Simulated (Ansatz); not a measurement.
**Run report: Si, nudged elastic band (part 2 of 3)**

Si (defect cell, 17 atoms in the cell); DFT PBE, scalar-relativistic, plane waves, PAW, PAW set soft_1, no spin polarisation (Ansatz 0.2.0); cutoff 420 eV, 2×2×2 k-mesh, Fermi–Dirac smearing of 0.05 eV. It belongs to a series of runs on one base structure; here: band between the two ends.

Geometry of the input (Å; fractional positions):
```
0.0000  5.4300  5.4300
5.4300  0.0000  5.4300
5.4300  5.4300  0.0000
Si 0.0037  -0.0033  0.0031
Si 0.1250  0.1262  0.1246
Si 0.0038  -0.0030  0.4970
Si 0.1326  0.1227  0.6227
Si 0.0002  0.4999  -0.0001
Si 0.1250  0.6243  0.1244
Si 0.0037  0.5030  0.4967
Si 0.1250  0.6246  0.6262
Si 0.4973  -0.0031  0.0034
Si 0.6233  0.1226  0.1318
Si 0.5010  0.0002  0.5003
Si 0.6236  0.1232  0.6232
Si 0.4973  0.5030  0.0030
Si 0.6265  0.6246  0.1246
Si 0.4973  0.5033  0.4969
Si 0.6233  0.6318  0.6227
Si 0.7511  0.2502  0.7503
```

### The program's output, continued
```
NEB image 4
preconditioner: auto → Resta (q_TF=auto, 2.107 Å⁻¹)  ε∞=5.6  [insulator: Δε(μ)=0.214 eV  Ē_g=7.946 eV  σ=0.050 eV  W_gap=0.51  n_scr=58 (ndim 8)  ℏωp=17.1 eV  f_vac=0.000  D(μ)=3.63/eV (n_scr^D=14)  ε∞_Penn≈5.6]
preconditioner: auto → Kerker (q_TF=auto, 2.107 Å⁻¹)  [metal: Δε(μ)=0.212 eV  Ē_g=7.946 eV  σ=0.050 eV  W_gap=0.50  n_scr=58 (ndim 8)  ℏωp=17.1 eV  f_vac=0.000  D(μ)=3.62/eV (n_scr^D=14)]
NEB image 5
preconditioner: auto → Kerker (q_TF=auto, 2.107 Å⁻¹)  [metal: Δε(μ)=0.095 eV  Ē_g=7.937 eV  σ=0.050 eV  W_gap=0.42  n_scr=58 (ndim 8)  ℏωp=17.1 eV  f_vac=0.000  D(μ)=5.60/eV (n_scr^D=26)]
NEB image 6
preconditioner: auto → Kerker (q_TF=auto, 2.107 Å⁻¹)  [metal: Δε(μ)=0.004 eV  Ē_g=7.932 eV  σ=0.050 eV  W_gap=0.02  n_scr=58 (ndim 8)  ℏωp=17.1 eV  f_vac=0.000  D(μ)=11.94/eV (n_scr^D=112)]
NEB image 7
preconditioner: auto → Kerker (q_TF=auto, 2.107 Å⁻¹)  [metal: Δε(μ)=0.123 eV  Ē_g=7.957 eV  σ=0.050 eV  W_gap=0.50  n_scr=58 (ndim 8)  ℏωp=17.1 eV  f_vac=0.000  D(μ)=5.58/eV (n_scr^D=26)]
NEB image 1
NSCF: frozen V_eff on 8 k-points
NEB image 2
NSCF: frozen V_eff on 8 k-points
NEB image 3
NSCF: frozen V_eff on 8 k-points
NEB image 5
NSCF: frozen V_eff on 8 k-points
NEB image 6
NSCF: frozen V_eff on 8 k-points
NEB image 7
NSCF: frozen V_eff on 8 k-points
NEB image 4
NSCF: frozen V_eff on 8 k-points
the band table was solved once a step of the walk had ended and its energy, with any forces and stress, was formed, with the checks that follow a solve (2289 applications of the Hamiltonian). They found nothing against the state; the energy, forces and stress were not computed again (output.eigenvalues in the input reference)
NEB image 4, as the band closes
preconditioner: auto → Kerker (q_TF=auto, 2.107 Å⁻¹)  [metal: Δε(μ)=0.211 eV  Ē_g=7.946 eV  σ=0.050 eV  W_gap=0.49  n_scr=58 (ndim 8)  ℏωp=17.1 eV  f_vac=0.000  D(μ)=3.61/eV (n_scr^D=14)]
NEB point 1 about image 4
preconditioner: auto → Kerker (q_TF=auto, 2.107 Å⁻¹)  [metal: Δε(μ)=0.200 eV  Ē_g=7.946 eV  σ=0.050 eV  W_gap=0.48  n_scr=58 (ndim 8)  ℏωp=17.1 eV  f_vac=0.000  D(μ)=3.67/eV (n_scr^D=14)]
NEB point 2 about image 4
preconditioner: auto → Kerker (q_TF=auto, 2.107 Å⁻¹)  [metal: Δε(μ)=0.046 eV  Ē_g=7.944 eV  σ=0.050 eV  W_gap=0.21  n_scr=58 (ndim 8)  ℏωp=17.1 eV  f_vac=0.000  D(μ)=3.68/eV (n_scr^D=14)]
NEB point 3 about image 4
preconditioner: auto → Kerker (q_TF=auto, 2.107 Å⁻¹)  [metal: Δε(μ)=0.061 eV  Ē_g=7.942 eV  σ=0.050 eV  W_gap=0.29  n_scr=58 (ndim 8)  ℏωp=17.1 eV  f_vac=0.000  D(μ)=3.48/eV (n_scr^D=14)]
NEB point 4 about image 4
preconditioner: auto → Kerker (q_TF=auto, 2.107 Å⁻¹)  [metal: Δε(μ)=0.060 eV  Ē_g=7.941 eV  σ=0.050 eV  W_gap=0.28  n_scr=58 (ndim 8)  ℏωp=17.1 eV  f_vac=0.000  D(μ)=3.42/eV (n_scr^D=14)]
NEB point 5 about image 4
preconditioner: auto → Kerker (q_TF=auto, 2.107 Å⁻¹)  [metal: Δε(μ)=0.096 eV  Ē_g=7.937 eV  σ=0.050 eV  W_gap=0.44  n_scr=58 (ndim 8)  ℏωp=17.1 eV  f_vac=0.000  D(μ)=3.21/eV (n_scr^D=14)]
NEB point 6 about image 4
preconditioner: auto → Kerker (q_TF=auto, 2.107 Å⁻¹)  [metal: Δε(μ)=0.077 eV  Ē_g=7.938 eV  σ=0.050 eV  W_gap=0.36  n_scr=58 (ndim 8)  ℏωp=17.1 eV  f_vac=0.000  D(μ)=3.43/eV (n_scr^D=14)]
NEB point 7 about image 4
preconditioner: auto → Kerker (q_TF=auto, 2.107 Å⁻¹)  [metal: Δε(μ)=0.073 eV  Ē_g=7.938 eV  σ=0.050 eV  W_gap=0.34  n_scr=58 (ndim 8)  ℏωp=17.1 eV  f_vac=0.000  D(μ)=3.51/eV (n_scr^D=14)]
NEB point 8 about image 4
preconditioner: auto → Kerker (q_TF=auto, 2.107 Å⁻¹)  [metal: Δε(μ)=0.198 eV  Ē_g=7.942 eV  σ=0.050 eV  W_gap=0.48  n_scr=58 (ndim 8)  ℏωp=17.1 eV  f_vac=0.000  D(μ)=3.62/eV (n_scr^D=14)]
NEB point 9 about image 4
preconditioner: auto → Resta (q_TF=auto, 2.107 Å⁻¹)  ε∞=5.6  [insulator: Δε(μ)=0.208 eV  Ē_g=7.944 eV  σ=0.050 eV  W_gap=0.53  n_scr=58 (ndim 8)  ℏωp=17.1 eV  f_vac=0.000  D(μ)=3.54/eV (n_scr^D=14)  ε∞_Penn≈5.6]
NEB point 10 about image 4
preconditioner: auto → Resta (q_TF=auto, 2.107 Å⁻¹)  ε∞=5.6  [insulator: Δε(μ)=0.203 eV  Ē_g=7.945 eV  σ=0.050 eV  W_gap=0.50  n_scr=58 (ndim 8)  ℏωp=17.1 eV  f_vac=0.000  D(μ)=3.49/eV (n_scr^D=14)  ε∞_Penn≈5.6]
preconditioner: auto → Kerker (q_TF=auto, 2.107 Å⁻¹)  [metal: Δε(μ)=0.203 eV  Ē_g=7.945 eV  σ=0.050 eV  W_gap=0.50  n_scr=58 (ndim 8)  ℏωp=17.1 eV  f_vac=0.000  D(μ)=3.50/eV (n_scr^D=14)]
NEB point 11 about image 4
preconditioner: auto → Kerker (q_TF=auto, 2.107 Å⁻¹)  [metal: Δε(μ)=0.025 eV  Ē_g=7.942 eV  σ=0.050 eV  W_gap=0.12  n_scr=58 (ndim 8)  ℏωp=17.1 eV  f_vac=0.000  D(μ)=3.69/eV (n_scr^D=14)]
NEB point 12 about image 4
preconditioner: auto → Kerker (q_TF=auto, 2.107 Å⁻¹)  [metal: Δε(μ)=0.196 eV  Ē_g=7.942 eV  σ=0.050 eV  W_gap=0.48  n_scr=58 (ndim 8)  ℏωp=17.1 eV  f_vac=0.000  D(μ)=3.71/eV (n_scr^D=14)]
NEB point 13 about image 4
preconditioner: auto → Kerker (q_TF=auto, 2.107 Å⁻¹)  [metal: Δε(μ)=0.195 eV  Ē_g=7.944 eV  σ=0.050 eV  W_gap=0.48  n_scr=58 (ndim 8)  ℏωp=17.1 eV  f_vac=0.000  D(μ)=3.65/eV (n_scr^D=14)]
NEB point 14 about image 4
preconditioner: auto → Resta (q_TF=auto, 2.107 Å⁻¹)  ε∞=5.6  [insulator: Δε(μ)=0.261 eV  Ē_g=7.957 eV  σ=0.050 eV  W_gap=0.59  n_scr=58 (ndim 8)  ℏωp=17.1 eV  f_vac=0.000  D(μ)=3.51/eV (n_scr^D=14)  ε∞_Penn≈5.6]
  greatest PAW one-centre occupation: 0.688 electrons in one spin orbital (limit 2), on the Si atom at site 16 (counted from 0), in its partial waves of l = 0
NEB point 15 about image 4
preconditioner: auto → Resta (q_TF=auto, 2.107 Å⁻¹)  ε∞=5.7  [insulator: Δε(μ)=0.128 eV  Ē_g=7.933 eV  σ=0.050 eV  W_gap=0.56  n_scr=58 (ndim 8)  ℏωp=17.1 eV  f_vac=0.000  D(μ)=3.03/eV (n_scr^D=14)  ε∞_Penn≈5.7]
NEB point between images 0 and 1
preconditioner: auto → Resta (q_TF=auto, 2.107 Å⁻¹)  ε∞=5.6  [insulator: Δε(μ)=0.188 eV  Ē_g=7.972 eV  σ=0.050 eV  W_gap=0.64  n_scr=58 (ndim 8)  ℏωp=17.1 eV  f_vac=0.000  D(μ)=4.61/eV (n_scr^D=14)  ε∞_Penn≈5.6]
NEB point between images 1 and 2
preconditioner: auto → Kerker (q_TF=auto, 2.107 Å⁻¹)  [metal: Δε(μ)=0.077 eV  Ē_g=7.946 eV  σ=0.050 eV  W_gap=0.34  n_scr=58 (ndim 8)  ℏωp=17.1 eV  f_vac=0.000  D(μ)=8.12/eV (n_scr^D=58)]
  greatest PAW one-centre occupation: 0.698 electrons in one spin orbital (limit 2), on the Si atom at site 16 (counted from 0), in its partial waves of l = 0
NEB point between images 2 and 3
preconditioner: auto → Kerker (q_TF=auto, 2.107 Å⁻¹)  [metal: Δε(μ)=0.013 eV  Ē_g=7.934 eV  σ=0.050 eV  W_gap=0.07  n_scr=58 (ndim 8)  ℏωp=17.1 eV  f_vac=0.000  D(μ)=6.88/eV (n_scr^D=50)]
NEB point between images 3 and 4
preconditioner: auto → Kerker (q_TF=auto, 2.107 Å⁻¹)  [metal: Δε(μ)=0.067 eV  Ē_g=7.941 eV  σ=0.050 eV  W_gap=0.32  n_scr=58 (ndim 8)  ℏωp=17.1 eV  f_vac=0.000  D(μ)=3.98/eV (n_scr^D=14)]
NEB point between images 4 and 5
preconditioner: auto → Kerker (q_TF=auto, 2.107 Å⁻¹)  [metal: Δε(μ)=0.075 eV  Ē_g=7.941 eV  σ=0.050 eV  W_gap=0.36  n_scr=58 (ndim 8)  ℏωp=17.1 eV  f_vac=0.000  D(μ)=4.29/eV (n_scr^D=14)]
NEB point between images 5 and 6
preconditioner: auto → Resta (q_TF=auto, 2.107 Å⁻¹)  ε∞=5.7  [insulator: Δε(μ)=0.170 eV  Ē_g=7.932 eV  σ=0.050 eV  W_gap=0.56  n_scr=58 (ndim 8)  ℏωp=17.1 eV  f_vac=0.000  D(μ)=8.12/eV (n_scr^D=58)  ε∞_Penn≈5.7]
NEB point between images 6 and 7
preconditioner: auto → Kerker (q_TF=auto, 2.107 Å⁻¹)  [metal: Δε(μ)=0.088 eV  Ē_g=7.950 eV  σ=0.050 eV  W_gap=0.38  n_scr=58 (ndim 8)  ℏωp=17.1 eV  f_vac=0.000  D(μ)=7.07/eV (n_scr^D=50)]
NEB point between images 7 and 8
preconditioner: auto → Resta (q_TF=auto, 2.107 Å⁻¹)  ε∞=5.6  [insulator: Δε(μ)=0.187 eV  Ē_g=7.972 eV  σ=0.050 eV  W_gap=0.64  n_scr=58 (ndim 8)  ℏωp=17.1 eV  f_vac=0.000  D(μ)=4.63/eV (n_scr^D=14)  ε∞_Penn≈5.6]
NEB point between images 2 and 3
preconditioner: auto → Kerker (q_TF=auto, 2.107 Å⁻¹)  [metal: Δε(μ)=0.107 eV  Ē_g=7.931 eV  σ=0.050 eV  W_gap=0.44  n_scr=58 (ndim 8)  ℏωp=17.1 eV  f_vac=0.000  D(μ)=9.36/eV (n_scr^D=58)]
NEB point between images 2 and 3
preconditioner: auto → Kerker (q_TF=auto, 2.107 Å⁻¹)  [metal: Δε(μ)=0.102 eV  Ē_g=7.938 eV  σ=0.050 eV  W_gap=0.46  n_scr=58 (ndim 8)  ℏωp=17.1 eV  f_vac=0.000  D(μ)=5.15/eV (n_scr^D=26)]
NEB point between images 3 and 4
preconditioner: auto → Kerker (q_TF=auto, 2.107 Å⁻¹)  [metal: Δε(μ)=0.093 eV  Ē_g=7.939 eV  σ=0.050 eV  W_gap=0.43  n_scr=58 (ndim 8)  ℏωp=17.1 eV  f_vac=0.000  D(μ)=4.74/eV (n_scr^D=26)]
NEB point between images 3 and 4
preconditioner: auto → Kerker (q_TF=auto, 2.107 Å⁻¹)  [metal: Δε(μ)=0.048 eV  Ē_g=7.943 eV  σ=0.050 eV  W_gap=0.22  n_scr=58 (ndim 8)  ℏωp=17.1 eV  f_vac=0.000  D(μ)=3.62/eV (n_scr^D=14)]
NEB point between images 4 and 5
preconditioner: auto → Kerker (q_TF=auto, 2.107 Å⁻¹)  [metal: Δε(μ)=0.056 eV  Ē_g=7.943 eV  σ=0.050 eV  W_gap=0.26  n_scr=58 (ndim 8)  ℏωp=17.1 eV  f_vac=0.000  D(μ)=3.75/eV (n_scr^D=14)]
NEB point between images 4 and 5
preconditioner: auto → Kerker (q_TF=auto, 2.107 Å⁻¹)  [metal: Δε(μ)=0.100 eV  Ē_g=7.940 eV  σ=0.050 eV  W_gap=0.45  n_scr=58 (ndim 8)  ℏωp=17.1 eV  f_vac=0.000  D(μ)=5.15/eV (n_scr^D=26)]
NEB point between images 5 and 6
preconditioner: auto → Kerker (q_TF=auto, 2.107 Å⁻¹)  [metal: Δε(μ)=0.229 eV  Ē_g=7.933 eV  σ=0.050 eV  W_gap=0.49  n_scr=58 (ndim 8)  ℏωp=17.1 eV  f_vac=0.000  D(μ)=6.77/eV (n_scr^D=50)]
NEB point between images 5 and 6
preconditioner: auto → Kerker (q_TF=auto, 2.107 Å⁻¹)  [metal: Δε(μ)=0.079 eV  Ē_g=7.932 eV  σ=0.050 eV  W_gap=0.35  n_scr=58 (ndim 8)  ℏωp=17.1 eV  f_vac=0.000  D(μ)=10.66/eV (n_scr^D=64)]
NEB iter   6: max|band force component| = 3.743e-2 eV/Å  barrier→ = 0.3121 eV  barrier← = 0.3121 eV  CI = image 4  Δτ_max = 0.0000 Å  (256 SCF iters)
```

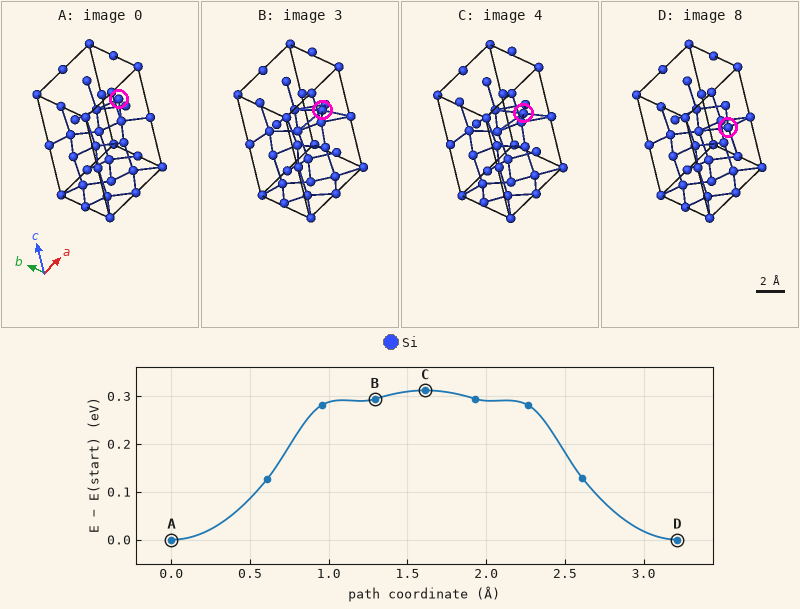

**Figure 1.** Images of the last band (counted from 0; ball-and-stick, reduced simulation cell, seen slightly off an axis), with the moving atom and its periodic copies ringed, above the energy along the path; the line is a cubic interpolation that uses the forces. The highest image is number 4, 0.312 eV above the start and 0.312 eV above the end (the climbing image); start and end have the same energy. The path is 3.21 Å long, and Si17 moves most (2.35 Å). The band converged in 6 iterations.

```
Free energy (F): -10804.268050 eV
Harris-Foulkes:  -10804.268050 eV  (|F-HF|=9.45e-9)
Internal energy: -10804.239619 eV  (E = F + TS)
E sigma→0 (E₀):  -10804.253834 eV
Entropy (-TS):   -0.028431 eV (-1.672 meV/atom)
Fermi energy:    7.113867 eV
--- Per-component energies (eV) ---
  E_band       = 115.140815
  E_kinetic    = 702.941909
  E_local      = -389.082274  (includes V_loc(G=0)·N_el)
  E_nonlocal   = 387.648309
  E_hartree    = 128.830465
  E_xc         = -964.008333
  E_vxc        = -817.379458  (∫ρ·V_xc dr)
  E_paw        = -8696.296583  (= ΣΔE_a)
  E_vpaw       = -26.648097  (= ΣTr[D̂ρ^β])
  E_aug_tail   = 0.000646  (compensation charges beyond the density's cutoff)
  E_ewald      = -1974.273758
  E_smearing   = -0.028431  (= −TS)
  E_closure    = 0.000000  (closes the sum)
  Σ components = -10804.268050   (vs F -10804.268050, Δ=0.00e0)
--- Forces (eV/Å), atoms counted from 1 ---
  atom   1  Si    -0.00186938    -0.00184536    -0.00027410
  atom   2  Si     0.00192221    -0.00131382    -0.00086579
  atom   3  Si     0.00665676    -0.00305967    -0.00108400
  atom   4  Si     0.00053876    -0.00139461    -0.00016252
[...]
  atom   5  Si    -0.00341957    -0.00382255     0.00305273
  atom   6  Si     0.00123045     0.00036910    -0.00262496
  atom   7  Si     0.00053214     0.00114027     0.00079508
  atom   8  Si    -0.00192135    -0.00073828     0.00042922
  atom   9  Si     0.00112181     0.00093338    -0.00017305
  atom  10  Si     0.00211876     0.00200884    -0.00273629
  atom  11  Si     0.00192299     0.00111602     0.00002983
  atom  12  Si     0.00013324    -0.00261893     0.00482269
  atom  13  Si    -0.00154063    -0.00162074    -0.00077455
  atom  14  Si    -0.00127751     0.00137219     0.00004898
  atom  15  Si    -0.00230882     0.00604201    -0.00291069
  atom  16  Si    -0.00489285     0.00035211    -0.00227590
  atom  17  Si     0.00106112     0.00309273     0.00471031
  max |Σ_I F_I| component: 1.27e-5 eV/Å
--- Band table (eV; the first three rows and the last of 8) ---
  k-point 0: bands = ["-5.7994", "-3.4711", "-3.2148", "-3.2143", "-2.9744", "-2.1168", "-1.3489", "-1.3483", "-1.3478", "-1.2090", "-1.2081", "-0.9071", "-0.3581", "-0.2487", "-0.2480", "3.0972", "3.1661", "3.1667", "3.8623", "3.8625", "3.9982", "4.8885", "4.8886", "5.1200", "5.1702", "5.3988", "5.3994", "5.4471", "5.4475", "5.7080", "5.8104", "6.4946", "6.4952", "6.6776", "7.1590", "7.1615", "7.4642", "7.4644", "8.0005", "8.0783", "8.0788", "8.0793", "8.3234", "8.3237", "9.1666", "9.2437", "9.6574", "9.6574", "9.6907", "9.7484", "9.7485"]
  k-point 1: bands = ["-5.3988", "-4.4595", "-2.9879", "-2.9872", "-2.9457", "-2.5860", "-2.5385", "-2.5383", "-1.1128", "-0.0161", "0.1666", "0.1684", "0.3430", "0.3435", "2.3532", "2.4108", "2.7894", "2.9792", "2.9876", "2.9880", "3.0786", "3.0788", "3.5223", "3.5233", "4.4278", "4.4283", "4.5864", "4.7372", "5.7617", "5.7631", "5.7667", "5.9065", "5.9066", "7.1157", "7.6138", "7.6169", "8.4023", "8.4029", "8.4212", "8.6128", "8.8032", "8.8032", "9.0560", "10.2282", "10.2283", "10.6182", "11.0145", "11.0152", "11.2797", "11.2804", "11.5869"]
  k-point 2: bands = ["-5.3206", "-4.5864", "-3.1887", "-3.0203", "-2.7738", "-2.6084", "-2.5727", "-2.5023", "-0.3539", "-0.2755", "0.1175", "0.2106", "0.3470", "0.3929", "1.4745", "2.4246", "2.4404", "2.7277", "2.7807", "3.1265", "3.1748", "3.1855", "4.1053", "4.1616", "4.3051", "4.4013", "4.5077", "4.5689", "5.6960", "5.7417", "5.7880", "5.8209", "6.3310", "6.8490", "7.4585", "7.8125", "8.1291", "8.3013", "8.5217", "8.5836", "9.6615", "9.6843", "9.8638", "9.8893", "9.9256", "10.5430", "10.7288", "10.7526", "10.7638", "11.2199", "11.3980"]
```
